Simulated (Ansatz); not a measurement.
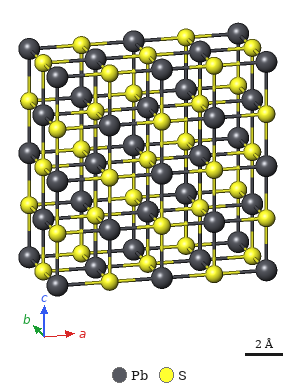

Solid PbS (set up in Fm-3m), before the relaxation. Style: ball-and-stick. Shown: the conventional cell (4 times the calculation's cell), repeated 2 × 1 × 2 with one cell outlined, slightly off an axis. Lengths and directions refer to the drawn axes.

These are results of Ansatz 0.2.0, DFT PBE, scalar-relativistic, plane waves, PAW, not measurements.

Input
```yaml
crystal:
  lattice:
    - [0.0, 2.965, 2.965]
    - [2.965, 0.0, 2.965]
    - [2.965, 2.965, 0.0]
  atoms:
    - { symbol: Pb, position: [0.0, 0.0, 0.0] }
    - { symbol: S, position: [0.5, 0.5, 0.5] }
basis:
  ecutwfc: 420
kpoints:
  mp_grid: { grid: [10, 10, 10] }
hamiltonian:
  xc: pbe
scf:
  occupations: { method: gaussian, width: 0.02 }
output:
  forces: true
  stress: true
  eigenvalues: true
relax:
  adjacent_minimum: "off"
  f_tol: 0.005
  max_steps: 80
  cell: { stress_tol: 0.05 }
```

Run as
```bash
ansatz run input.yaml --threads 4 --pin off --max-ram 12288MiB --backend cpu --events-out ev --progress --plain --runs-dir out
```

### Predict the outcome.

The atoms keep their places relative to the cell (all moves are under 0.005 Å). The drawn cell changes as follows: a = b = c 5.930 → 6.009 Å (+1.3 %); the volume changes by +4.1 %. Near-neighbour distances that change, for instance: Pb1–S2 2.965 → 3.005 Å. The space group stays Fm-3m (No. 225). After 3 accepted moves (4 points after the start) the energy has fallen by 14.5 meV per cell of the calculation. All forces vanish by symmetry, so only the cell relaxes. Pressure: 2.28 GPa at the start and 0.00 GPa at the end. The SCF was repeated once at an unchanged geometry on a basis and grid sized afresh for the cell, which shifted the energy by 0.2 meV per cell of the calculation at most. The run took 2.9 s on 4 threads of Arm Neoverse V2 (shared host), peak memory 0.36 GiB.

History of the run:

| step | E − E(0), meV/atom | pressure, GPa | volume, Å³/atom | note |
| --- | --- | --- | --- | --- |
| 0 | 0.00 | 2.28 | 26.066 |  |
| 1 | -4.90 | -1.12 | 27.734 |  |
| 2 | -7.14 | -0.08 | 27.160 |  |
| 3 | -7.15 | 0.00 | 27.122 |  |
| 4 | -7.25 | 0.00 | 27.122 | same geometry, new basis |

The end point in the same view:

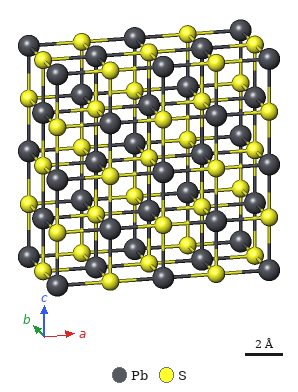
